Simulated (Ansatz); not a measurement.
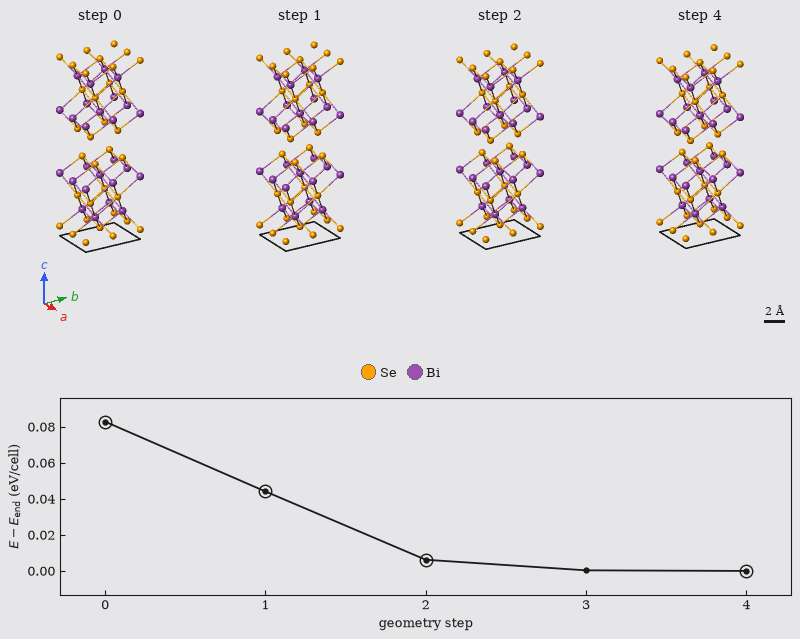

Frames of a constrained relaxation of a slab of composition Bi₂Se₃, marked on the history of the run. A ball-and-stick model of the 2 × 2 repeat of the cell, outlined in the plane, without the vacuum, seen slightly off an axis.

Case: bilayer, upper layer shifted by (0.667, 0.333).

Computed with DFT PBE+D3(BJ), scalar-relativistic, plane waves, PAW in Ansatz. Settings: plane-wave cutoff 420 eV; k-point mesh 12 × 12 × 1; occupations gaussian; smearing width 0.02 eV; no spin polarisation; atoms relaxed in a fixed cell; force threshold 0.01 eV/Å; at most 50 steps.

What happens along the run?

Answer. After 4 geometry steps the energy has fallen by 82.9 meV per cell of the calculation. The largest force component goes from 0.1 to 0.0027 eV/Å. The largest moves relative to the layer's centre, 0.39 Å, are those of Se and Bi atoms. Largest moves by element: Se 0.39 Å, Bi 0.39 Å. The lattice vectors keep their values. The run took 8.9 min on 4 threads of Intel(R) Xeon(R) Processor @ 2.50GHz (Skylake/Cascade Lake), on a shared host, peak memory 3.2 GiB. From step 0 to 1: Se atoms move most (0.19 Å), energy −38.8 meV per cell of the calculation. From step 1 to 2: Se and Bi atoms move most (0.19 Å), energy −37.9 meV per cell of the calculation. From step 2 to 4: Se atoms move most (0.09 Å), energy −6.2 meV per cell of the calculation.

```tsv
step	E − E(0), meV/atom	largest force component, eV/Å
0	0.00	0.1036
1	-3.88	0.0712
2	-7.67	0.0562
3	-8.26	0.0123
4	-8.29	0.0027
```
